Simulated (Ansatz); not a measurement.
Input file:

```
crystal:
  lattice:
    - [4.0412256862, 0.0, 0.0]
    - [0.0, 4.0412256862, 0.0]
    - [0.0, 0.0, 4.0412256862]
  atoms:
    - { symbol: Ge, position: [0.0, 0.5, 0.5] }
    - { symbol: Ge, position: [0.5, 0.0, 0.5] }
    - { symbol: Ge, position: [0.5, 0.5, 0.0] }
    - { symbol: Ni, position: [0.0, 0.0, 0.0] }
basis:
  ecutwfc: 420
kpoints:
  mp_grid: { grid: [10, 10, 10] }
hamiltonian:
  xc: pbesol
scf:
  occupations: { method: gaussian, width: 0.1 }
  lower_state_search: "off"
output:
  forces: true
  stress: true
  eigenvalues: true
  write_density: true
  write_potential: true
  elf: true
  volumetric_format: npy
```

Command:

```sh
ansatz run input.yaml --threads 1 --pin off --max-ram 2560MiB --backend cpu --events-out ev --progress --plain --runs-dir out
```

Below, planes, directions and counts refer to the conventional cell (a = 4.04 Å, b = 4.04 Å, c = 4.04 Å, α = 90.00°, β = 90.00°, γ = 90.00°).

Space group Pm-3m; started from the Cu3Au (L1_2) prototype, which need not be the ambient phase; computed pressure about −5 GPa in this cell; computed without spin polarisation.

All numbers below come from Ansatz 0.2.0, DFT PBEsol, scalar-relativistic, plane waves, PAW.

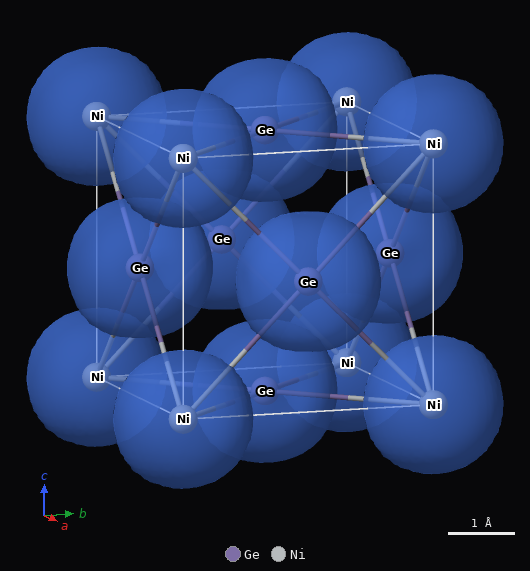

NiGe3. Isosurface of the valence charge density (pseudo) at 0.3 e/Å³ (blue), seen slightly off an axis. Sticks mark near contacts.

Core electrons are frozen (PAW), and the valence fields are smoothed inside the atomic spheres.

How is the density connected at this value?

At this value the density breaks into separate islands; it holds about 85 % of the electrons treated as valence (semicore included). It bridges none of the near contacts. It is pinched off along the sampled Ni–Ge (2.86 Å) contacts. On the grid the lowest density along these lines, outside the cores, is 0.2 e/Å³ (Ni–Ge, 2.86 Å).

Does the calculation give a band gap?

It is metallic or semimetallic at this level of theory: no gap opens.
